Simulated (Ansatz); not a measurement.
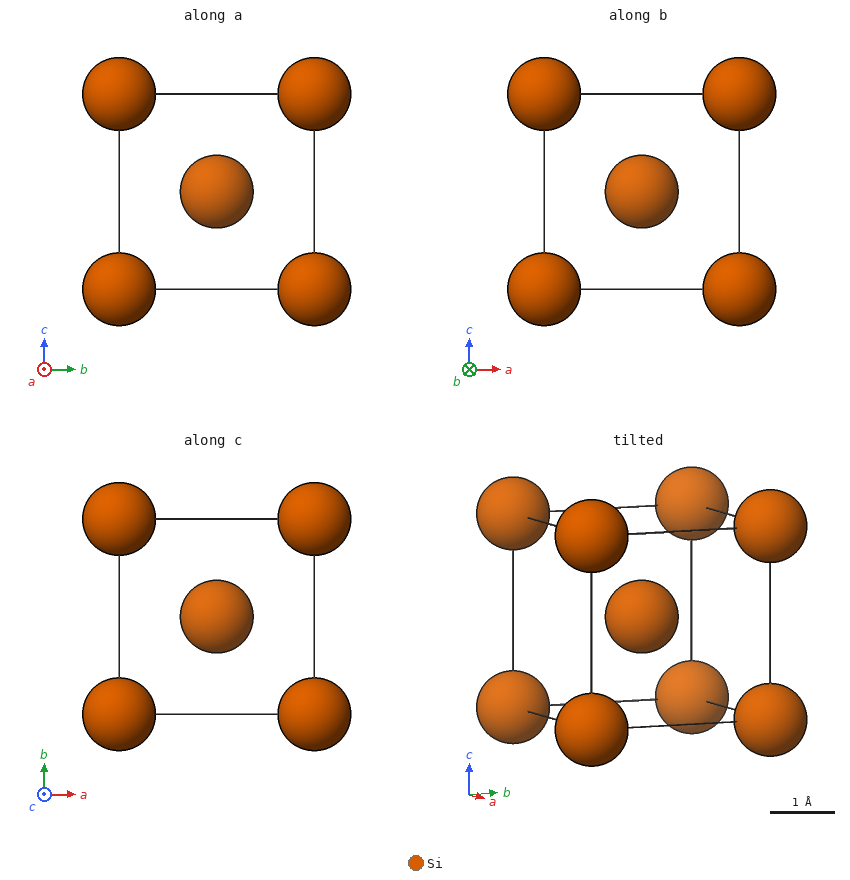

The crystal in a spheres-only representation, seen along the a axis, along the b axis, along the c axis and slightly off an axis. The conventional unit cell is drawn as a box.

Lattice parameters: a = 3.055 Å, b = 3.055 Å, c = 3.055 Å, α = 90.00°, β = 90.00°, γ = 90.00°. Put a along x and b in the xy plane.

### Convert the drawing into a POSCAR file.

```
Si
1.0
     3.055    0.000    0.000
     0.000    3.055    0.000
     0.000    0.000    3.055
Si
2
Direct
  0.0000 0.0000 0.0000
  0.5000 0.5000 0.5000
```

The structure comes from a structure type filled with this element by a generator (whether the element takes this form wasn't checked). Cell shown after relaxation with DFT PBEsol, scalar-relativistic, plane waves, PAW (Ansatz 0.2.0).
